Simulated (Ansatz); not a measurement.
## Electronic structure of Ta₂N in real space

```xyz
3
Lattice="-1.4072 -2.5802 0.0000 3.0618 -0.1428 0.0000 0.0000 0.0000 4.4521" Properties=species:S:1:pos:R:3 pbc="T T T"
Ta    0.0825   -1.7678    3.3243
Ta    1.5722   -0.9553    1.1278
N     0.0000    0.0000    0.0000
```

Space group P-1; a point of a scan over the structure, not its minimum; a structure from a database of computed crystals, not necessarily the ambient phase; changed on purpose from its base cell (engineering shear strain xy -0.0933, normal strain along z -0.0700); computed pressure about 30 GPa in this cell; computed without spin polarisation; PAW files of the earlier set (soft_1).

Theory: DFT LDA, scalar-relativistic, plane waves, PAW (Ansatz).

Core electrons are frozen (PAW), and the valence fields are smoothed inside the atomic spheres.

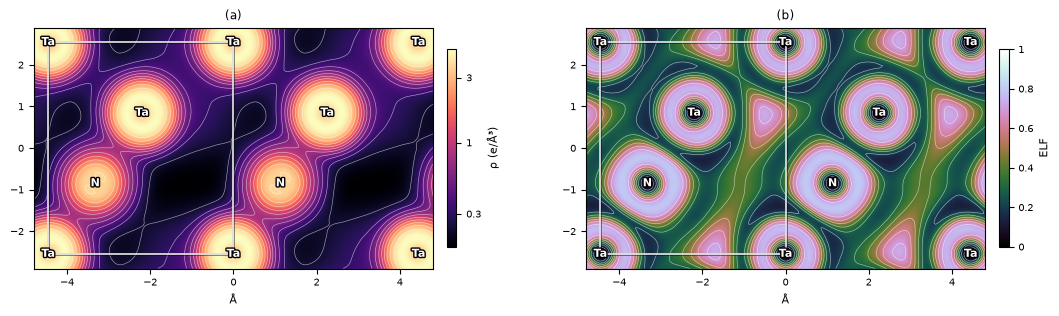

Figure 1. (a) valence pseudo-density; (b) electron localisation function on the (110) plane of the conventional cell.

Question: Read the bonding off the picture.

Answer:
- The section cuts through Ta and N sites.
- Ta–N (2.04 Å): ρ at the midpoint is about 0.83 e/Å³; the ELF peaks at about 0.80 in the valence shell of N, 0.6 Å from its nucleus, and drops to about 0.20 between the two atoms: no localised pair shows between them.
- Ta–Ta (2.78 Å): ρ is about 0.36 e/Å³ halfway; the ELF is about 0.30 at the midpoint.
- Ta–Ta (2.82 Å): ρ at the midpoint is about 0.33 e/Å³; the ELF is about 0.25 at the midpoint; no shared electron pair shows on this line.
- Between the atoms the lowest density in this plane is 0.17 e/Å³.
- The ELF has a maximum of about 0.75 in the space between the atoms, 1.7 Å from four Ta atoms, on no atom or two-centre bond.
- The features right at Ta lie inside the PAW spheres, where the map follows smoothed inner orbitals and isn't to be read closely.

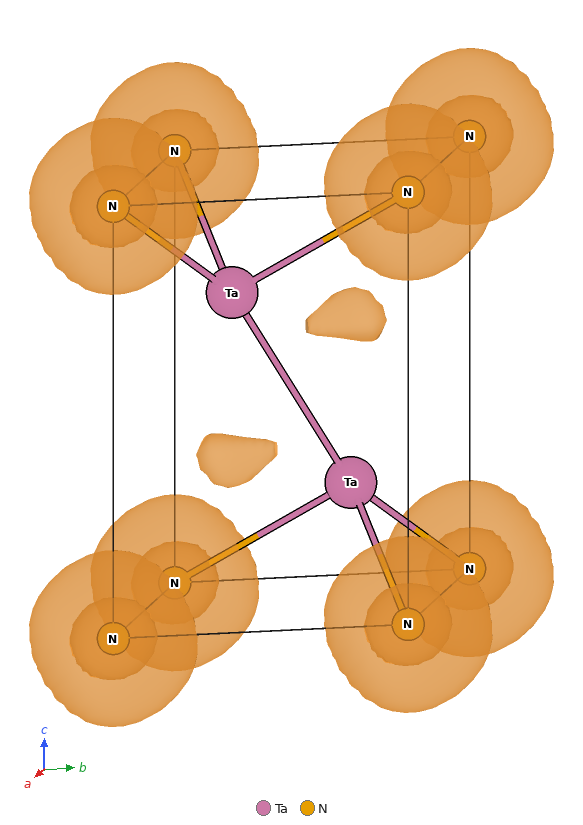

Figure 2. Isosurface of the electron localisation function at 0.65 (orange), seen slightly off an axis. Core shells and regions of very low density are left out. Sticks mark near contacts.

Question: Identify the bonds, lone pairs and shells in this picture.

Answer: The surface consists of one region wrapped around N (its valence shell) and two pockets between the atoms, centred on no nucleus (multi-centre or interstitial), counted in one cell of 3 atoms. Regions shared between cells count once.

Question: Does the calculation give a band gap?

Answer: It is metallic or semimetallic at this level of theory: no gap opens; semilocal functionals without U, or without the true magnetic order, often close the gap of such compounds.
